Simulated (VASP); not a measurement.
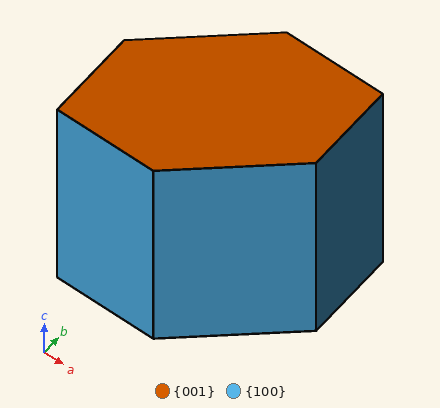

Te2Pt, space group P-3m1 (No. 164), a = 4.010 Å, b = 4.010 Å, c = 5.201 Å, α = 90.00°, β = 90.00°, γ = 120.00°. The shape was computed with the Donnay–Harker form of the Bravais–Friedel law: planes with larger spacing d grow more slowly and so show as larger faces; centring, glide planes and screw axes halve or divide d. Source: an entry of the Crystallography Open Database, as set up for an electronic-structure calculation. Forms under 0.4 % of the area are left out.

> How many faces does the whole crystal have, by form?

8 faces: 6 of {100} and 2 of {001}.

> Which form makes up most of the surface, and how much?

{100}, with 6 faces and about 57 % of the area; its spacing is d = 3.473 Å.

> List the forms with their spacings and shares.

| form | faces | d (Å) | share of area (%) |
| --- | --- | --- | --- |
| {100} | 6 | 3.473 | 57.2 |
| {001} | 2 | 5.201 | 42.8 |
